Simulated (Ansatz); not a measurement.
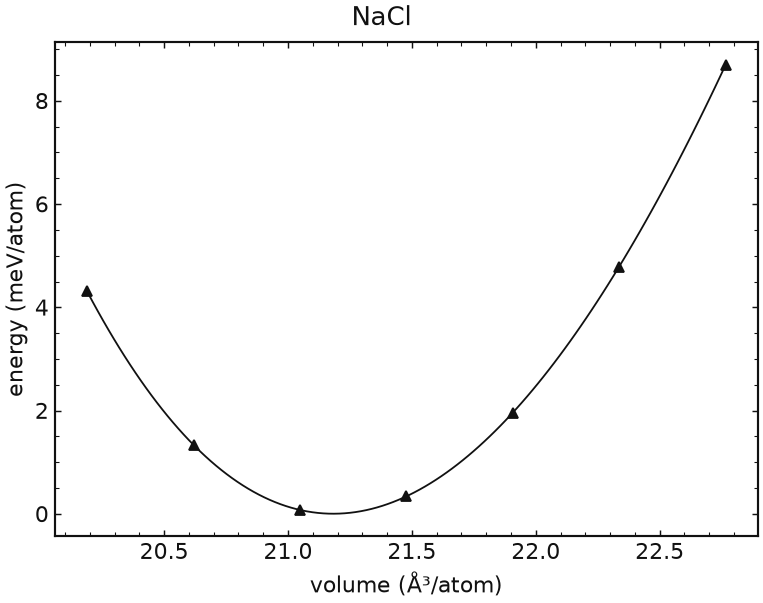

Plotted: energy against volume for NaCl, space group Pm-3m (No. 221).

The given structure:
```cif
data_structure
_symmetry_space_group_name_H-M 'P 1'
_symmetry_Int_Tables_number 1
_cell_length_a 3.5022
_cell_length_b 3.5022
_cell_length_c 3.5022
_cell_angle_alpha 90.000
_cell_angle_beta 90.000
_cell_angle_gamma 90.000
_cell_volume 42.96
loop_
_atom_site_label
_atom_site_type_symbol
_atom_site_fract_x
_atom_site_fract_y
_atom_site_fract_z
_atom_site_occupancy
Cl1 Cl 0.50000 0.50000 0.50000 1
Na1 Na 0.00000 0.00000 0.00000 1
```

How it was computed, with Ansatz 0.2.0: plane-wave DFT, no spin polarisation; energies at scaled volumes of the given cell, shape and fractions fixed, counted from the fit's minimum, third-order Birch-Murnaghan fit. Level: HSE06.

k mesh 4×4×4; occupations Fermi–Dirac; smearing width 0.05 eV; potentials Ansatz PAW; wave cutoff 420 eV; density cutoff 1680 eV.

From this curve and the settings, what does the calculation give for the pressure at the same points?

The pressure falls from 1.45 GPa at volume 20.19 Å³/atom to −1.64 GPa at 22.77 Å³/atom, and changes sign near 21.19 Å³/atom.

| volume (Å³/atom) | pressure (GPa) |
| --- | --- |
| 20.19 | 1.45 |
| 20.62 | 0.78 |
| 21.05 | 0.18 |
| 21.48 | −0.36 |
| 21.91 | −0.84 |
| 22.34 | −1.26 |
| 22.77 | −1.64 |

Note: coarse k mesh.
